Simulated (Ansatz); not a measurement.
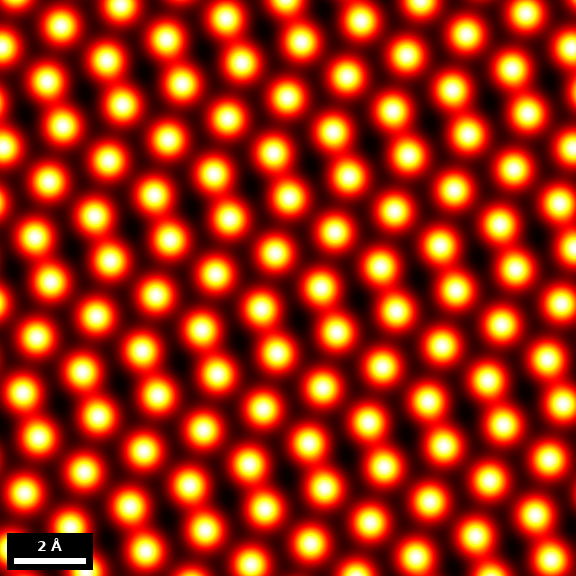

iDPC-like image of Au. Simulated as the projected potential of neutral atoms (B = 0.8 Å²) blurred by a 0.66 Å probe, the thin-sample limit of integrated differential phase contrast.

Question: What two-dimensional lattice does the image show, and how large is its cell?

Answer: The pattern repeats on a rectangular net of 1.8 × 4.0 Å.

Question: Which plane group does this projection have?

Answer: p2mm: mirror lines in two perpendicular directions, with twofold points where they cross.

Question: How many columns does the smallest repeating cell hold, and how many levels of brightness?

Answer: 3 columns in the primitive cell of 7.1 Å², all of one brightness.

The crystal is Au (P6/mmm, No. 191) seen along [102]. Model: a calculation's starting geometry; the starting structure was generated, so it need not be a known form of this composition.
